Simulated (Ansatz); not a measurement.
The calculation's input:

```
crystal:
  lattice:
    - [4.10770178, 0.0, 0.0]
    - [0.0, 4.10770178, 0.0]
    - [0.0, 0.0, 6.07035017]
  atoms:
    - { symbol: Zn, position: [0.0, 0.0, 0.0] }
    - { symbol: Zn, position: [0.5, 0.5, 0.0] }
    - { symbol: Se, position: [0.0, 0.5, 0.24628] }
    - { symbol: Se, position: [0.5, 0.0, 0.75372] }
basis:
  ecutwfc: 420
kpoints:
  mp_grid: { grid: [8, 8, 6] }
hamiltonian:
  xc: pbe
scf:
  occupations: { method: gaussian, width: 0.02 }
output:
  forces: true
  stress: true
  eigenvalues: true
  write_density: true
  write_potential: true
  elf: true
  volumetric_format: npy
relax:
  adjacent_minimum: "off"
  f_tol: 0.01
  max_steps: 80
  cell: { stress_tol: 0.05 }
```

Launched as:

```sh
ansatz run input.yaml --threads 1 --pin off --max-ram 2560MiB --backend cpu --events-out ev --progress --plain --runs-dir out
```

Below, planes, directions and counts refer to the conventional cell (a = 4.10 Å, b = 4.10 Å, c = 6.48 Å, α = 90.00°, β = 90.00°, γ = 90.00°).

The fields are those of the run's last geometry, not of the input's.

Space group P4/nmm; a structure generated by program, which may or may not match a known phase.

Method: Ansatz 0.2.0, DFT PBE, scalar-relativistic, plane waves, PAW.

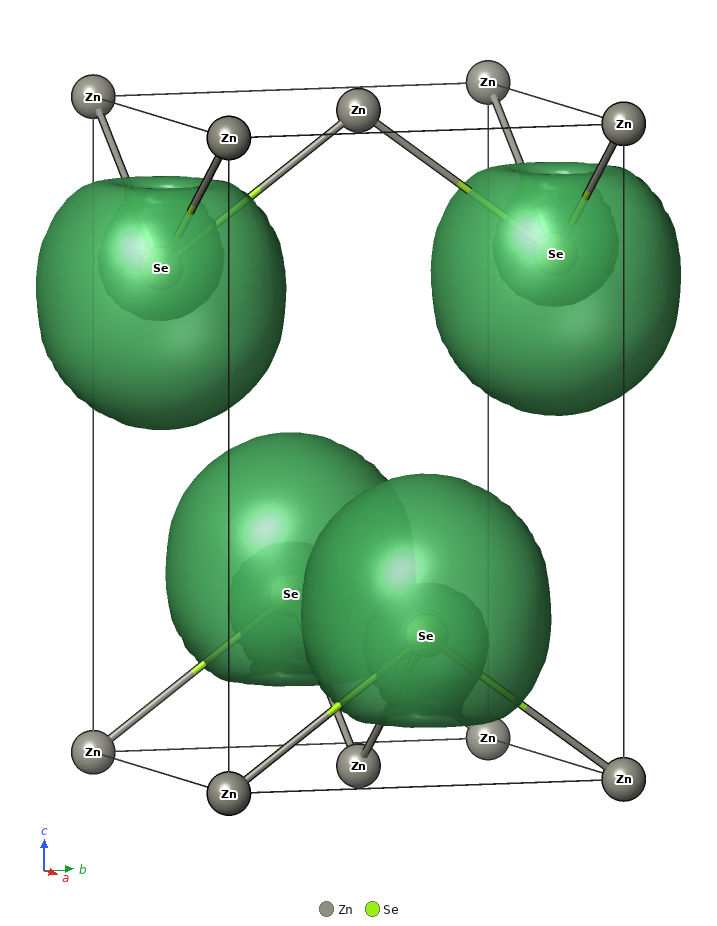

ZnSe. Isosurface of the ELF at 0.7 (green), seen at an oblique angle. Core shells and regions of very low density are left out. Sticks mark near contacts.

> What do the ELF domains correspond to?

The ELF exceeds this value in two regions wrapped around Se (the valence shell of each), counted in one cell of 4 atoms. Regions shared between cells count once. Along the contacts the grid gives the following. Zn–Se (2.54 Å): the ELF is about 0.55 at the midpoint.
